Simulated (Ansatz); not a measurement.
# Calculations on IrO$_{2}$

### Relaxation

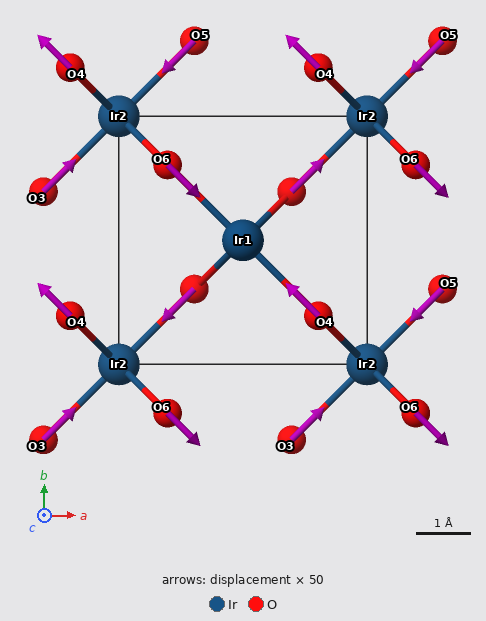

This is a relaxation of solid IrO2 (set up in P4_2/mnm). The starting structure is drawn; purple arrows show the displacements (the part carried along by the change of the cell is left out), magnified 50 times.

Style: ball-and-stick. Shown: the cell of the calculation, along the c axis.

Case: uniaxial strain along c of -6.0 %; a, b and atoms relaxed.

These are results of DFT PBE, scalar-relativistic, plane waves, PAW (Ansatz), not measurements.

The input:
```yaml
crystal:
  lattice:
    - [4.5967635185, 0.0, 0.0]
    - [0.0, 4.5967635185, 0.0]
    - [0.0, 0.0, 2.9890662185]
  atoms:
    - { symbol: Ir, position: [0.5, 0.5, 0.5] }
    - { symbol: Ir, position: [0.0, 0.0, 0.0] }
    - { symbol: O, position: [0.6961222486, 0.6961222486, 0.0] }
    - { symbol: O, position: [0.8038777514, 0.1961222486, 0.5] }
    - { symbol: O, position: [0.3038777514, 0.3038777514, 0.0] }
    - { symbol: O, position: [0.1961222486, 0.8038777514, 0.5] }
basis:
  ecutwfc: 420
kpoints:
  mp_grid: { grid: [8, 8, 12] }
hamiltonian:
  xc: pbe
scf:
  occupations: { method: gaussian, width: 0.1 }
output:
  forces: true
  stress: true
  eigenvalues: true
relax:
  adjacent_minimum: "off"
  f_tol: 0.008
  max_steps: 40
  cell: { stress_tol: 0.015, fix: [c, angles] }
```

Command:
```bash
ansatz run input.yaml --threads 1 --pin off --max-ram 2560MiB --backend cpu --events-out ev --progress --plain --runs-dir out
```

Question: Which element moves most?

Answer: Oxygen: up to 0.017 Å, against 0.000 Å for iridium.

Question: What did the optimiser do to the structure, and how much energy did it gain?

Answer: The energy falls by 31.7 meV per cell of the calculation in 4 accepted moves (6 points after the start). The largest force component goes from 0.33 to under 0.0001 eV/Å. Pressure: 14.35 GPa at the start and 8.42 GPa at the end. The SCF was repeated twice at an unchanged geometry on a basis and grid sized afresh for the cell, which shifted the energy by 5.8 meV per cell of the calculation at most. The largest moves relative to the cell, 0.017 Å, are those of O3, O4, O5 and O6. O3 goes along [1 1 0]. Ir stays in place. The drawn cell changes as follows: a = b 4.597 → 4.637 Å (+0.9 %), c unchanged at 2.989 Å; the volume changes by +1.8 %. Among the contacts that change: Ir1–O3 1.964 → 1.983 Å. The space group stays P4_2/mnm (No. 136).

### A change

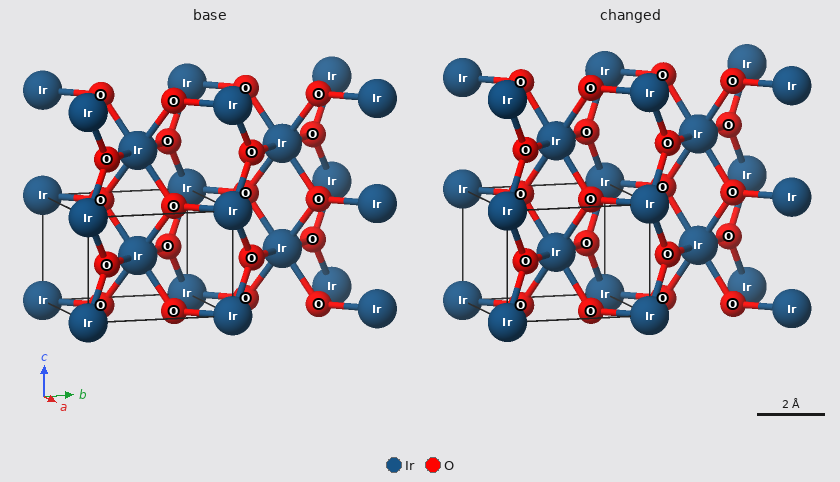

Left: crystalline IrO$_{2}$ (set up in P4_2/mnm). Right: the same structure after one change, at the same scale. The picture is a ball-and-stick view of the cell of the calculation, repeated 1 × 2 × 2 with one cell outlined, seen slightly off an axis.

Method: DFT PBE, scalar-relativistic, plane waves, PAW (Ansatz). (plane-wave cutoff 420 eV; k-point mesh 8 × 8 × 12; occupations gaussian; smearing width 0.1 eV; no spin polarisation)

**What was changed?**

Uniaxial strain along c, +6.0 %, is applied. The a and b axes and the atoms are relaxed.

**What does the change do?**

It costs 57.9 meV per atom. Pressure: 0.0 GPa before, −9.6 GPa after. The principal stresses (compression positive) are −28.8 GPa along c and none across it. The volume changes by +2.5 %, with a = b 4.529 → 4.454 Å (−1.7 %), c 3.180 → 3.371 Å (+6.0 %). The largest moves relative to the cell, 0.028 Å, are those of O atoms. Ir stays in place. Near-neighbour distances before and after: Ir–O 2.008 → 2.057 Å, Ir–O 1.975 → 1.971 Å. The space group stays P4_2/mnm (No. 136).

### Series

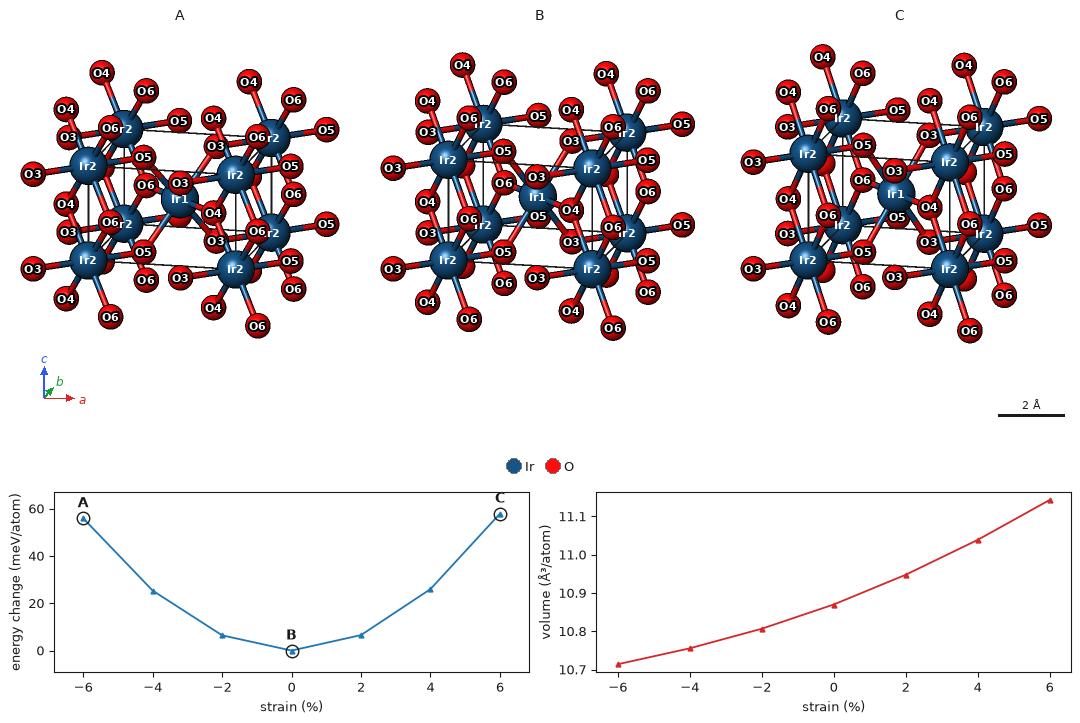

Members of a series of calculations on solid IrO₂ (set up in P4_2/mnm), marked on the first curve. A ball-and-stick model of the cell of the calculation, seen slightly off an axis.

Method: DFT PBE, scalar-relativistic, plane waves, PAW (Ansatz). Settings: plane-wave cutoff 420 eV; k-point mesh 8 × 8 × 12; occupations gaussian; smearing width 0.1 eV; no spin polarisation.

Which kind of strain is it, and how does the structure respond?

Answer. Uniaxial strain along c; a, b and atoms relaxed. A (strain −6.0 %): energy change 55.9 meV/atom, volume 10.71 Å³ per atom. B (strain 0.0 %): energy change 0.0 meV/atom, volume 10.87 Å³ per atom. C (strain 6.0 %): energy change 57.9 meV/atom, volume 11.14 Å³ per atom. The rest compares A with C. Cell: a = b 4.637 → 4.454 Å (−4.0 %), c 2.989 → 3.371 Å (+12.8 %). Volume +4.0 %. Among the bonded contacts that change: Ir–O 1.981 → 1.971 to 2.057 Å.
